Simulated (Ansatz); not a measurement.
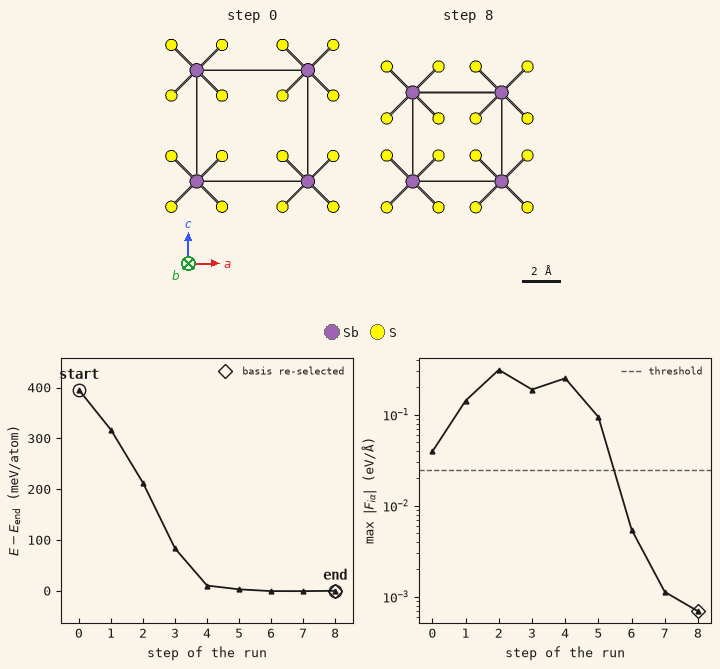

First and last geometry of a relaxation of solid SbS$_{4}$ (set up in P-43m), with the history of the run. The picture is a ball-and-stick view of the cell of the calculation, seen along the b axis.

Case: 3 of 3 Li taken out, relaxed.

Method: Ansatz, DFT PBE+D3(BJ), scalar-relativistic, plane waves, PAW.

The input:
```yaml
crystal:
  lattice:
    - [5.9437849678, 0.0, 0.0]
    - [0.0, 5.9437849678, 0.0]
    - [0.0, 0.0, 5.9437849678]
  atoms:
    - { symbol: Sb, position: [0.0, 0.0, 0.0] }
    - { symbol: S, position: [0.2279146188, 0.2279146188, 0.2279146188] }
    - { symbol: S, position: [0.2279146188, 0.7720853812, 0.7720853812] }
    - { symbol: S, position: [0.7720853812, 0.2279146188, 0.7720853812] }
    - { symbol: S, position: [0.7720853812, 0.7720853812, 0.2279146188] }
basis:
  ecutwfc: 420
kpoints:
  mp_grid: { grid: [6, 6, 6] }
hamiltonian:
  xc: pbe
  dispersion: d3bj
scf:
  occupations: { method: gaussian, width: 0.1 }
output:
  forces: true
  stress: true
  eigenvalues: true
relax:
  adjacent_minimum: "off"
  f_tol: 0.025
  max_steps: 60
  cell: { stress_tol: 0.12 }
```

Command:
```bash
ansatz run input.yaml --threads 2 --pin off --max-ram 5120MiB --backend cpu --events-out ev --progress --plain --runs-dir out
```

Q: What do the curves and the structures tell?

A: It converged. Over 7 accepted moves (8 points after the start) the energy falls by 395 meV per atom. Largest force component: 0.039 eV/Å at the start, 0.00069 eV/Å at the end. The pressure goes from −1.53 to −0.02 GPa. At 1 point the geometry stayed and the basis and grid were re-selected for the new cell (energy shift of 0.7 meV per atom at most each time). The largest moves relative to the cell, 0.52 Å, are those of S2, S3, S4 and S5. S2 goes along [1 1 1]. Sb stays in place. The drawn cell changes as follows: a = b = c 5.944 → 4.755 Å (−20.0 %); the volume changes by −48.8 %. Some distances before and after: S2–S3 4.574 → 2.808 Å, Sb1–S2 2.346 → 2.398 Å. The space group stays P-43m (No. 215).

| step | E − E(0), meV/atom | largest force component, eV/Å | pressure, GPa | volume, Å³/atom | note |
| --- | --- | --- | --- | --- | --- |
| 0 | 0.00 | 0.0395 | -1.53 | 41.997 |  |
| 1 | -78.67 | 0.1429 | -2.00 | 36.152 |  |
| 2 | -182.88 | 0.3116 | -2.08 | 30.883 |  |
| 3 | -311.98 | 0.1892 | -2.79 | 26.166 |  |
| 4 | -384.91 | 0.2513 | 0.90 | 21.957 |  |
| 5 | -392.33 | 0.0945 | 2.00 | 20.937 |  |
| 6 | -395.81 | 0.0055 | -0.19 | 21.587 |  |
| 7 | -395.89 | 0.0011 | -0.01 | 21.496 |  |
| 8 | -395.23 | 0.0007 | -0.02 | 21.496 | same geometry, new basis |
